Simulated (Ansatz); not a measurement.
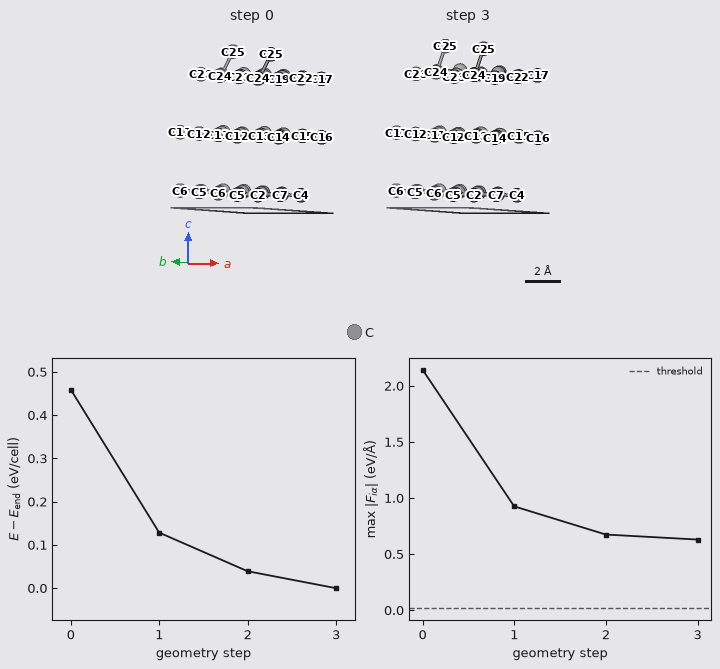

First and last geometry of a constrained relaxation of a slab of composition C (cut from the R-3m phase), with the history of the run. The picture is a ball-and-stick view of the 1 × 2 repeat of the cell, outlined in the plane, without the vacuum (origin shifted), seen from a free direction.

Case: C put near a bridge C-C site. The slab is the (0 0 1) face of C with C on it. 8 atoms are held fixed.

Computed with DFT PBE+D3(BJ), scalar-relativistic, plane waves, PAW (Ansatz).

Input
```yaml
crystal:
  lattice:
    - [4.9300990166, 0.0, 0.0]
    - [-2.4650495083, 4.2695909915, 0.0]
    - [0.0, 0.0, 25.6987123416]
  atoms:
    - { symbol: C, position: [0.8333333333, 0.6666666667, 0.3307558716] }
    - { symbol: C, position: [0.8333333333, 0.1666666667, 0.3307558716] }
    - { symbol: C, position: [0.3333333333, 0.6666666667, 0.3307558716] }
    - { symbol: C, position: [0.3333333333, 0.1666666667, 0.3307558716] }
    - { symbol: C, position: [0.6666666667, 0.3333333333, 0.3308185209] }
    - { symbol: C, position: [0.6666666667, 0.8333333333, 0.3308185209] }
    - { symbol: C, position: [0.1666666667, 0.3333333333, 0.3308185209] }
    - { symbol: C, position: [0.1666666667, 0.8333333333, 0.3308185209] }
    - { symbol: C, position: [0.1666666667, 0.8333333333, 0.4610562199] }
    - { symbol: C, position: [0.1666666667, 0.3333333333, 0.4610562199] }
    - { symbol: C, position: [0.6666666667, 0.8333333333, 0.4610562199] }
    - { symbol: C, position: [0.6666666667, 0.3333333333, 0.4610562199] }
    - { symbol: C, position: [0.0, 0.5, 0.4611188691] }
    - { symbol: C, position: [0.0, 0.0, 0.4611188691] }
    - { symbol: C, position: [0.5, 0.5, 0.4611188691] }
    - { symbol: C, position: [0.5, 0.0, 0.4611188691] }
    - { symbol: C, position: [0.5, 0.0, 0.5913565682] }
    - { symbol: C, position: [0.5, 0.5, 0.5913565682] }
    - { symbol: C, position: [0.0, 0.0, 0.5913565682] }
    - { symbol: C, position: [0.0, 0.5, 0.5913565682] }
    - { symbol: C, position: [0.3333333333, 0.6666666667, 0.5914192174] }
    - { symbol: C, position: [0.3333333333, 0.1666666667, 0.5914192174] }
    - { symbol: C, position: [0.8333333333, 0.6666666667, 0.5914192174] }
    - { symbol: C, position: [0.8333333333, 0.1666666667, 0.5914192174] }
    - { symbol: C, position: [0.0996022276, 0.4248641732, 0.6435619078], spin: 2.0 }
basis:
  ecutwfc: 420
kpoints:
  mp_grid: { grid: [6, 6, 1] }
hamiltonian:
  xc: pbe
  dispersion: d3bj
scf:
  occupations: { method: gaussian, width: 0.05 }
output:
  forces: true
  eigenvalues: true
  populations: true
  write_density: true
  write_potential: true
  elf: true
  volumetric_format: npy
magnetization:
  spin_polarized: true
relax:
  adjacent_minimum: "off"
  f_tol: 0.02
  max_steps: 70
  constraints: [{ sites: [0, 1, 2, 3, 4, 5, 6, 7] }]
efield:
  axis: 3
  dipole_correction: true
  ramp_width: 0.04
```

Run as
```bash
ansatz run input.yaml --threads 4 --pin off --max-ram 10240MiB --backend cpu --events-out ev --progress --plain --runs-dir out
```

Q: Did the run converge, and what did it change?

A: The run was cut off at its time limit before the relaxation converged, so the last structure is only a point on the way. The energy falls by 0.459 eV per cell of the calculation in 3 geometry steps. The largest force component goes from 2.1 to 0.63 eV/Å. The largest move is that of C25, 0.40 Å at 39° to the normal (+c side). The cell stays as it was. Near-neighbour distances that change, for instance: C17–C22 1.423 → 1.382 Å, C18–C23 1.423 → 1.392 Å, C17–C21 1.423 → 1.445 Å, C17–C24 1.423 → 1.440 Å. Bond angles that change, for instance: C24–C20–C25 77.9° → 82.3°, C21–C20–C24 120.0° → 115.8°, C18–C23–C19 120.0° → 124.0°. The program noted that the starting moments weren't kept. Cost: 20 min on 4 threads of Intel(R) Xeon(R) Processor @ 2.50GHz (Skylake/Cascade Lake) (shared host), peak memory 2 GiB.

```csv
step,"E − E(0), meV/atom","largest force component, eV/Å"
0,0.00,2.1446
1,-13.23,0.9264
2,-16.81,0.6751
3,-18.37,0.6305
```

Limits of the set-up: the periodic images lie only 4.9 Å apart, so the values are limited by the cell's size.
